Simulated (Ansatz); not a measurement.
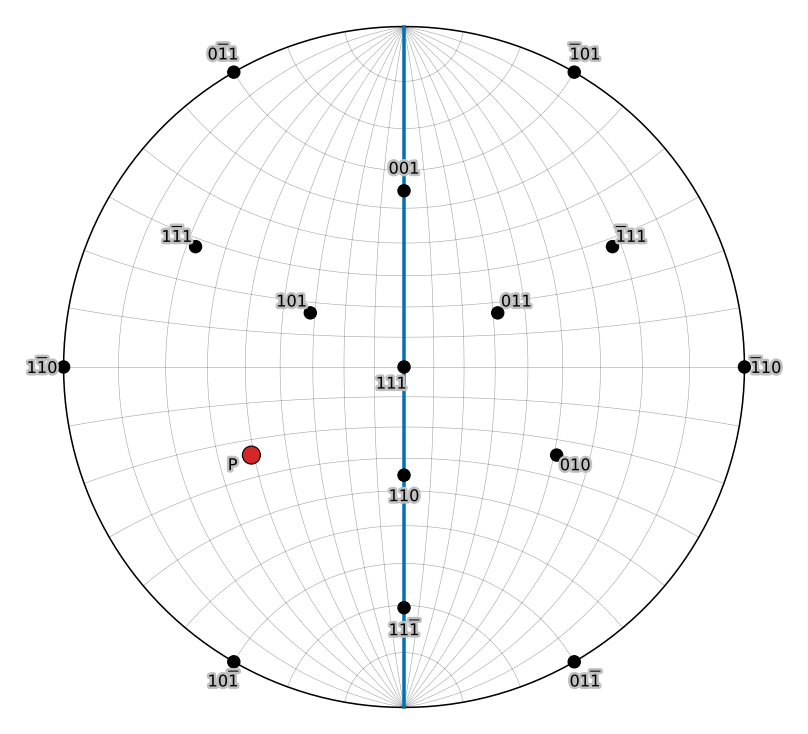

Crystal: Fe, the input geometry of an electronic-structure calculation (not necessarily at equilibrium). Stereographic projection of plane normals (upper hemisphere) centred on (1 1 1). Geometry calculated from the standardised cell; symmetry tolerance 0.002 Å.

a = 3.545 Å, b = 3.545 Å, c = 3.545 Å, α = 90.00°, β = 90.00°, γ = 90.00°.

Q: Index the pole marked P.

A: P is (1 0 0), 54.7° from the centre.

Q: Which zone does the coloured great circle trace?

A: The zone [1 −1 0]: its poles satisfy h − k = 0.

Q: What is the angle between the normals of (0 0 1) and (0 −1 1), and what are their d_hkl = 1/|g|?

A: 45.0°; d = 3.545 Å and 2.507 Å.
